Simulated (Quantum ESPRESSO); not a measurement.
BiS

The calculation's input:

```
&CONTROL
  calculation = 'scf'
  prefix = 'pwscf'
  outdir = './tmp'
  pseudo_dir = './pseudo'
  tprnfor = .true.
  tstress = .true.
  disk_io = 'low'
/
&SYSTEM
  ibrav = 0
  celldm(1) = 8
  nat = 2
  ntyp = 2
  ecutwfc = 55
  ecutrho = 440
  nbnd = 17
  occupations = 'smearing'
  smearing = 'fd'
  degauss = 0.00367493
/
&ELECTRONS
  conv_thr = 4d-10
  electron_maxstep = 120
  mixing_beta = 0.5
/
ATOMIC_SPECIES
Bi   208.9804 Bi_pbe_v1.uspp.F.UPF
S     32.0600 s_pbe_v1.4.uspp.F.UPF
CELL_PARAMETERS alat
  0.4982430333689   0.2876607483535   0.8268703299852
 -0.4982430333689   0.2876607483535   0.8268703299852
  0.0000000000000  -0.5753214990693   0.8268703299852
ATOMIC_POSITIONS crystal
Bi     0.0000000000    0.0000000000    0.0000000000
S      0.5000000000    0.5000000000    0.5000000000
K_POINTS automatic
8 8 8 0 0 0
```

Launched as:

```sh
OMP_NUM_THREADS=1 pw.x -in pw.in > pw.out
OMP_NUM_THREADS=1 pp.x -in pp_density.in > pp_density.out
OMP_NUM_THREADS=1 pp.x -in pp_potential.in > pp_potential.out
```

Below, planes, directions and counts refer to the conventional cell (a = 4.22 Å, b = 4.22 Å, c = 10.50 Å, α = 90.00°, β = 90.00°, γ = 120.00°).

Space group R-3m; a generated structure, not necessarily the stable one.

Theory: Quantum ESPRESSO 7.5, Kohn-Sham DFT of a periodic cell, PBE, SSSP 1.3 efficiency PBE.

What can the converged valence pseudo-density tell about the bonding?

Answer. Bi–S (3.00 Å): the density is about 0.23 e/Å³ at the midpoint.

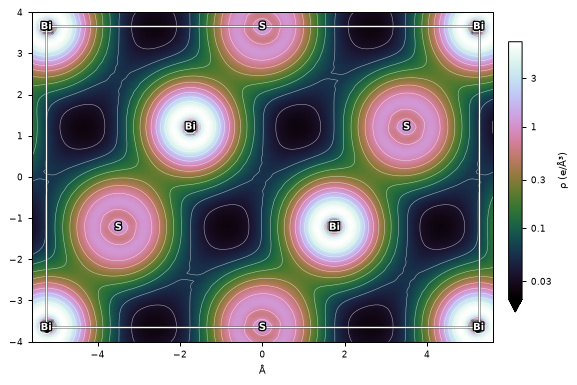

Computed valence pseudo-density on the (110) plane of the conventional cell. 

Core electrons are replaced by pseudopotentials, and the valence fields are smoothed inside the atomic spheres.
